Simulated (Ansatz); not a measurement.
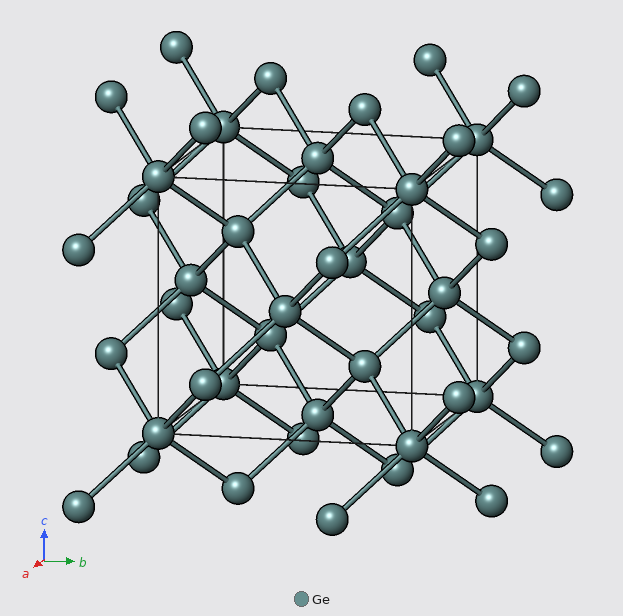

Drawn in the ball-and-stick manner and seen slightly off an axis. Thin lines show the conventional unit cell, with boundary atoms drawn in all their periodic places. Atoms just outside the outline that bond to atoms inside are added.

Ge, diamond, space group Fd-3m (No. 227), a = 5.589 Å, b = 5.589 Å, c = 5.589 Å, α = 90.00°, β = 90.00°, γ = 90.00°. Origin of the cell: a structure type filled with this element by a generator (whether the element takes this form wasn't checked). The cell was then strained or its atoms displaced on purpose. Ansatz was used for an electronic-structure calculation on it.

This one geometry was computed with Ansatz (DFT, plane waves, PAW) at three levels of theory: PBE, r2SCAN and HSE06. It was relaxed with r2SCAN and then strained.

> Which level gives the highest pressure at this volume, and what does that say about its equilibrium volume?

Highest: PBE (6.6 GPa), which points to the largest equilibrium volume. Lowest, with the smallest volume: r2SCAN (3.6 GPa). Levels within 0.5 GPa of each other can't be told apart.

> How does the band gap change with the level of theory?

PBE: a gap of 0.30 eV, indirect; r2SCAN: a gap of 0.59 eV, indirect; HSE06: a gap of 0.94 eV, indirect.

> Collect the results in a table.

| level | cutoff (eV) | k-mesh of the run's cell | gap (eV) | pressure (GPa) |
| --- | --- | --- | --- | --- |
| PBE | 420 | 8×8×8 | 0.30 | 6.6 |
| r2SCAN | 500 | 8×8×8 | 0.59 | 3.6 |
| HSE06 | 420 | 6×6×6 | 0.94 | 4.1 |

Gaps are taken on the k-mesh or band path of each run.
